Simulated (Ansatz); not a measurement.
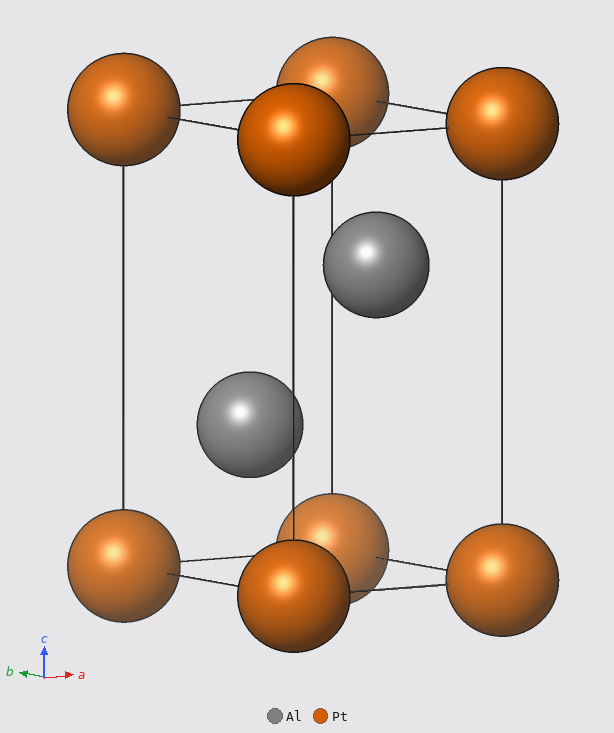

Structure drawing (spheres-only), viewed from a general direction. The parallelepiped is the conventional unit cell.

State composition, symmetry and coordination.

Its composition is Al$_{2}$Pt. The structure has P-3m1 (No. 164) symmetry and a primitive hexagonal lattice. The cell comprises 1 formula unit: 2 Al, 1 Pt.

The structure comes from a structure listed in the Materials Project, with elements exchanged, so it need not be a known form of the compound. Atoms and cell were optimised with Ansatz 0.2.0, DFT PBE, scalar-relativistic, plane waves, PAW.
